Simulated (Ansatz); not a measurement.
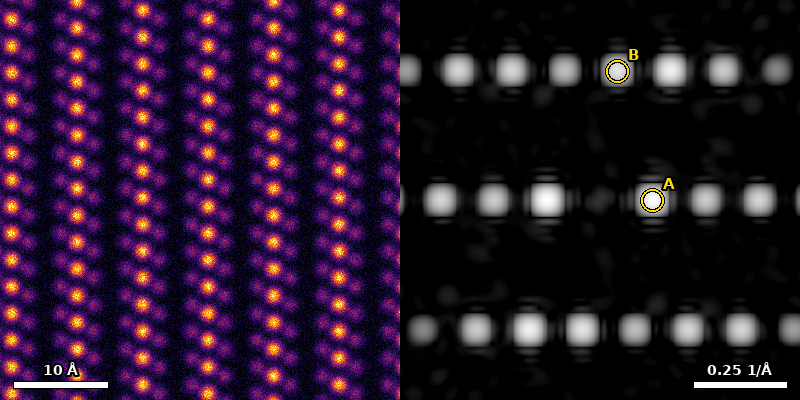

Dark-field STEM-like image of a crystal. The image is simulated as a sum over atoms of Z^1.7, blurred by a 1.22 Å probe (no channelling). The display is stretched by a gamma of 0.8; percentages refer to the linear signal. Shot noise was added.

The right panel is the modulus of the image's Fourier transform on a logarithmic scale.

**Which lattice spacings do the marked spots stand for, and what angle do A and B enclose?**

A: 7.0 Å, B: 2.8 Å; A and B enclose about 82°.

The crystal is WSe2 (R-3m, No. 166) along [100]; the spots are (0 0 -3) and (0 1 -1). Model: coordinates from a relaxation with Ansatz, DFT PBE, scalar-relativistic, plane waves, PAW; the starting structure was generated, so it need not be a known form of this composition.
